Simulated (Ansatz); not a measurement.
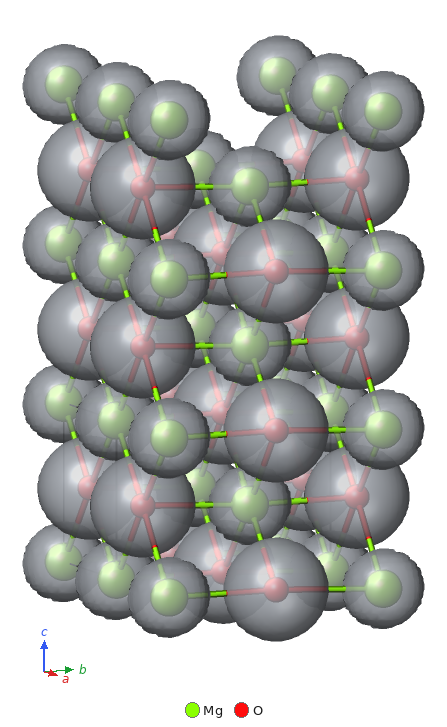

The picture shows: MgO. Isosurface of the valence pseudo-density at 0.4 e/Å³ (grey), seen slightly off an axis. Sticks mark near contacts.

Space group Imm2; changed on purpose from its base cell (all O atoms moved +0.062 Å, as atom 2 along Cartesian [1 1 0]).

Computed with Ansatz 0.2.0, DFT PBE, scalar-relativistic, plane waves, PAW.

In a PAW calculation such maps are meaningful between the atoms, not at the nuclei.

Input file:

```
crystal:
  lattice:
    - [0.0, 2.13515, 2.13515]
    - [2.13515, 0.0, 2.13515]
    - [2.13515, 2.13515, 0.0]
  atoms:
    - { symbol: Mg, position: [0.0, 0.0, 0.0] }
    - { symbol: O, position: [0.5, 0.5, 0.520698393] }
basis:
  ecutwfc: 420
kpoints:
  mp_grid: { grid: [10, 10, 10] }
hamiltonian:
  xc: pbe
scf:
  occupations: { method: gaussian, width: 0.05 }
output:
  forces: true
  stress: true
  eigenvalues: true
  write_density: true
  write_potential: true
  elf: true
  volumetric_format: npy
```

Launched as:

```sh
ansatz run input.yaml --threads 1 --pin off --max-ram 2560MiB --backend cpu --events-out ev --progress --plain --runs-dir out
```

Below, planes, directions and counts refer to the conventional cell (a = 3.02 Å, b = 4.27 Å, c = 3.02 Å, α = 90.00°, β = 90.00°, γ = 90.00°).

> Which contacts does the surface bridge?

At this value the density breaks into separate islands; it holds about 85 % of the electrons treated as valence (semicore included). It bridges none of the near contacts. It is pinched off along the shortest Mg–O (2.09 Å), Mg–O (2.14 Å) and Mg–O (2.18 Å) contacts. On the grid the lowest density along these lines, outside the cores, is 0.29 e/Å³ (Mg–O, 2.09 Å), 0.26 e/Å³ (Mg–O, 2.14 Å) and 0.24 e/Å³ (Mg–O, 2.18 Å).

> Metal or insulator at this level of theory?

It is gapped, with a Kohn–Sham gap of 4.4 eV on the k-point mesh, an upper bound to the gap of this method.
